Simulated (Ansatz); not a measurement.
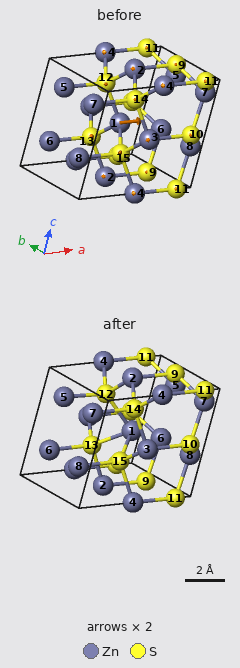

The structure of a defect cell of composition Zn$_{8}$S$_{7}$ before (top) and after (bottom) a relaxation, at one scale. The orange arrows give the displacements, 2 times their true length.

A ball-and-stick model of the cell of the calculation (origin shifted), seen slightly off an axis.

Case: S vacancy (site b), charge +0, atoms relaxed at the host's cell.

These are results of DFT PBE, scalar-relativistic, plane waves, PAW in Ansatz 0.2.0, not measurements. Set-up: plane-wave cutoff 420 eV; k-point mesh 2 × 2 × 2; occupations gaussian; smearing width 0.01 eV; no spin polarisation; atoms relaxed in a fixed cell; force threshold 0.025 eV/Å; at most 45 steps.

What changed between the two?

Answer. Zn1 moves most: 0.68 Å along +a. Largest moves by element: Zn 0.68 Å, S 0.10 Å. The cell doesn't change. Near-neighbour distances that change, for instance: Zn1–S12 2.356 → 2.582 Å, Zn2–S9 2.361 → 2.408 Å, Zn5–S11 2.356 → 2.382 Å, Zn2–S14 2.356 → 2.372 Å. Among the angles between lasting bonds that change: S12–Zn1–S13 109.3° → 90.6°, Zn1–S13–Zn6 109.6° → 126.6°, S12–Zn2–S13 109.3° → 116.8°. After 7 accepted moves (8 points after the start) the energy has fallen by 0.276 eV per cell of the calculation. Largest force component: 0.49 eV/Å at the start, 0.013 eV/Å at the end. The line search rejected the trial step at point 7 of the run.

Limits of the set-up: the periodic images lie only 6.3 Å apart, so the values are limited by the cell's size.
